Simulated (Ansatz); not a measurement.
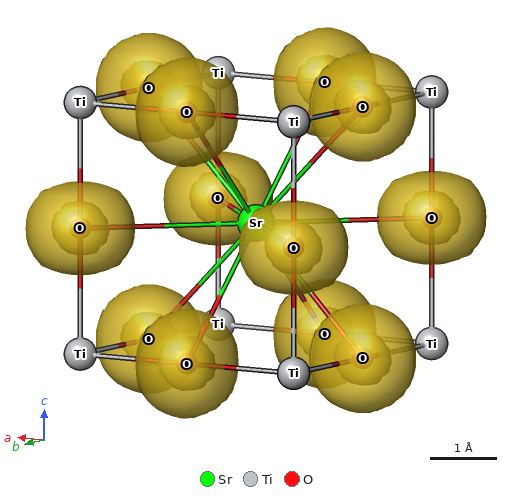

The picture shows: SrTiO$_{3}$. Isosurface of the electron localisation function at 0.75 (yellow), seen at an oblique angle. Core shells and regions of very low density are left out. Sticks mark near contacts.

Space group Pm-3m; started from the measured structure prototype, which need not be the ambient phase; computed pressure about 4 GPa in this cell; computed without spin polarisation.

Level of theory: DFT, PBE, plane waves, PAW in Ansatz 0.2.0.

In a PAW calculation such maps are meaningful between the atoms, not at the nuclei.

**Where are the electrons localised?**

The ELF exceeds this value in three regions wrapped around O (the valence shell of each), counted in one cell of 5 atoms. Any copies at cell faces, edges or corners count once.

Values along the shortest contacts:
Ti–O (1.95 Å): the ELF peaks at about 0.85 in the valence shell of O, 0.6 Å from its nucleus, and is about 0.20 at the midpoint: no shared electron pair shows on this line. Sr–O (2.76 Å): the ELF is about 0.05 at the midpoint; a closed-shell, largely ionic contact.

**Does the calculation give a band gap?**

It is gapped, with a Kohn–Sham gap of 1.9 eV on the k-point mesh, an upper bound to the gap of this method.
